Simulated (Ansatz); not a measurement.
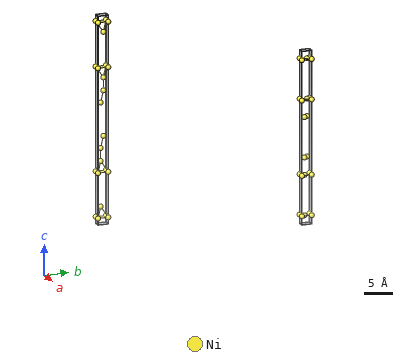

Two geometries of solid Ni (built on the C_166 type) (coarse preliminary run), drawn at one scale. One is the start of a relaxation, the other its converged end. The picture is a ball-and-stick view of the conventional cell (3 times the calculation's cell), seen slightly off an axis. Lengths and directions refer to the drawn axes.

These are results of DFT PBE, scalar-relativistic, plane waves, PAW in Ansatz, not measurements. Settings: plane-wave cutoff 420 eV; k-point mesh 9 × 9 × 9; occupations gaussian; smearing width 0.1 eV; collinear spin; cell and atoms relaxed; force threshold 0.04 eV/Å; at most 70 steps.

Which one is relaxed?

The left one is the relaxed one. Case: C type (R-3m, No. 166). After 18 accepted moves (21 points after the start) the energy has fallen by 92.484 eV per cell of the calculation. The largest force component goes from 1.1 to 0.0073 eV/Å. Pressure: 527.36 GPa at the start and 0.12 GPa at the end. The line search rejected the trial step at point 15 of the run. The SCF was repeated twice at an unchanged geometry on a basis and grid sized afresh for the cell, which shifted the energy by 0.224 eV per cell of the calculation at most. The largest moves relative to the cell, 1.29 Å, are those of Ni atoms. The volume changes by +32.1 %, with a = b 2.324 → 2.435 Å (+4.8 %), c 31.597 → 38.014 Å (+20.3 %). Among the contacts that change: Ni–Ni 1.342 → 2.460 Å, Ni–Ni 3.160 → 2.371 Å, Ni–Ni 2.324 → 2.435 Å. New bonds form: Ni–Ni (3.16 → 2.37 Å). The space group stays R-3m (No. 166).
